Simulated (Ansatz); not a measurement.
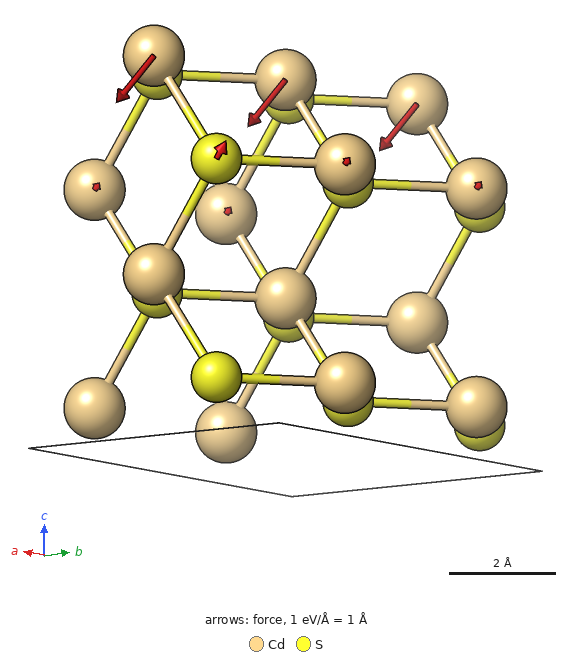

Starting geometry of a slab of composition CdS (cut from the F-43m phase) with the computed forces as red arrows. A ball-and-stick model of the cell of the calculation, outlined in the plane, without the vacuum (origin shifted), seen from a free direction.

Case: clean slab, lower planes held. The slab is the (1 1 0) face of CdS. 8 atoms are held fixed.

Level of theory: DFT PBE, scalar-relativistic, plane waves, PAW (Ansatz).

Input file:
```yaml
crystal:
  lattice:
    - [8.3809955924, 0.0, 0.0]
    - [0.0, 5.9262588165, 0.0]
    - [0.0, 0.0, 22.2857466943]
  atoms:
    - { symbol: Cd, position: [0.25, 0.5, 0.3589738369] }
    - { symbol: Cd, position: [0.75, 0.5, 0.3589738369] }
    - { symbol: S, position: [0.5, 0.25, 0.3589738369] }
    - { symbol: S, position: [0.0, 0.25, 0.3589738369] }
    - { symbol: Cd, position: [0.5, 0.0, 0.452991279] }
    - { symbol: Cd, position: [0.0, 0.0, 0.452991279] }
    - { symbol: S, position: [0.75, 0.75, 0.452991279] }
    - { symbol: S, position: [0.25, 0.75, 0.452991279] }
    - { symbol: Cd, position: [0.75, 0.5, 0.547008721] }
    - { symbol: Cd, position: [0.25, 0.5, 0.547008721] }
    - { symbol: S, position: [0.0, 0.25, 0.547008721] }
    - { symbol: S, position: [0.5, 0.25, 0.547008721] }
    - { symbol: Cd, position: [0.0, 0.0, 0.6410261631] }
    - { symbol: Cd, position: [0.5, 0.0, 0.6410261631] }
    - { symbol: S, position: [0.25, 0.75, 0.6410261631] }
    - { symbol: S, position: [0.75, 0.75, 0.6410261631] }
basis:
  ecutwfc: 420
kpoints:
  mp_grid: { grid: [2, 3, 1] }
hamiltonian:
  xc: pbe
scf:
  occupations: { method: gaussian, width: 0.05 }
output:
  forces: true
  eigenvalues: true
  write_density: true
  write_potential: true
  elf: true
  volumetric_format: npy
relax:
  adjacent_minimum: "off"
  f_tol: 0.03
  max_steps: 70
  constraints: [{ sites: [0, 1, 2, 3, 4, 5, 6, 7] }]
efield:
  axis: 3
  dipole_correction: true
  ramp_width: 0.04
```

Run as
```bash
ansatz run input.yaml --threads 4 --pin off --max-ram 12288MiB --backend cpu --events-out ev --progress --plain --runs-dir out
```

**What follows when this structure is relaxed?**

It isn't relaxed: the largest force vector, on Cd atoms, is 1.24 eV/Å. The final displacements follow the starting forces only in part (cosine between the two patterns 0.81). Over 3 accepted moves (4 points after the start) the energy falls by 0.715 eV per cell of the calculation. Largest force component: 0.91 eV/Å at the start, 0.03 eV/Å at the end. 1 step only repeated the SCF at the same geometry. The largest moves, 0.57 Å, are those of Cd13 and Cd14. Cd13 goes at 41° to the normal (−c side). Largest moves by element: Cd 0.57 Å, S 0.16 Å. The lattice vectors keep their values. Near-neighbour distances that change, for instance: Cd13–S15 2.566 → 2.482 Å, S7–Cd9 2.566 → 2.630 Å, S11–Cd13 2.566 → 2.505 Å, Cd10–S15 2.566 → 2.540 Å. Among the angles between lasting bonds that change: Cd10–S15–Cd13 109.5° → 94.1°, Cd5–S12–Cd14 109.5° → 96.0°, S11–Cd13–S15 109.5° → 120.9°.
